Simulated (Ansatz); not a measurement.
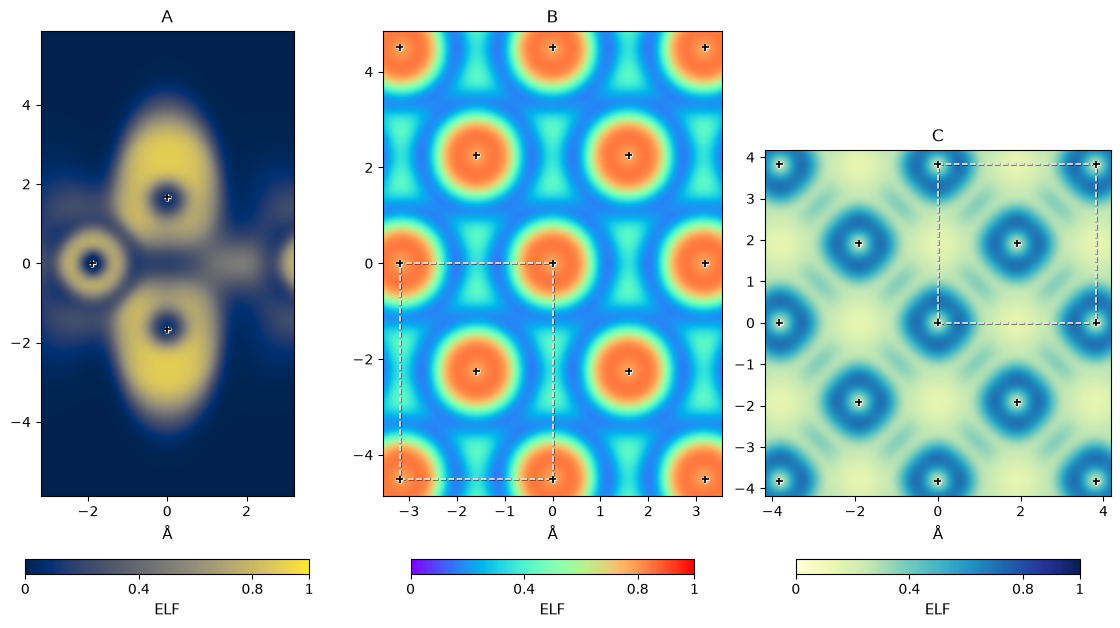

The electron localisation function of 3 systems, each on a plane through atoms (crosses mark nuclei in the plane).

All numbers below come from DFT PBEsol, scalar-relativistic, plane waves, PAW (Ansatz 0.2.0).

System 1: WSe2, the (110) plane of the calculation cell, a cut from vacuum to vacuum. 

System 2: Ir, the (100) plane of the conventional cell. Space group Fm-3m; a generated structure, not necessarily the stable one; computed without spin polarisation.

```cif
data_structure
_symmetry_space_group_name_H-M 'P 1'
_symmetry_Int_Tables_number 1
_cell_length_a 3.8303
_cell_length_b 3.8303
_cell_length_c 3.8303
_cell_angle_alpha 90.000
_cell_angle_beta 90.000
_cell_angle_gamma 90.000
_cell_volume 56.19
loop_
_atom_site_label
_atom_site_type_symbol
_atom_site_fract_x
_atom_site_fract_y
_atom_site_fract_z
_atom_site_occupancy
Ir1 Ir 0.00000 0.00000 0.00000 1
Ir2 Ir 0.50000 0.50000 0.00000 1
Ir3 Ir 0.50000 0.00000 0.50000 1
Ir4 Ir 0.00000 0.50000 0.50000 1
```

System 3: Hf, the (011̄) plane of the conventional cell. Space group Im-3m; a generated structure, not necessarily the stable one; computed pressure about 45 GPa in this cell.

Match each panel to its system.

Answer. Panel A is system 1, WSe2: the plane holds Se and W. W–Se (2.52 Å): the ELF is about 0.55 at the midpoint. Panel B is system 3, Hf: the plane holds Hf. Hf–Hf (2.76 Å): the ELF is about 0.20 at the midpoint (no shared electron pair shows on this line). Panel C is system 2, Ir: the plane holds Ir. Ir–Ir (2.71 Å): the ELF is about 0.35 at the midpoint.
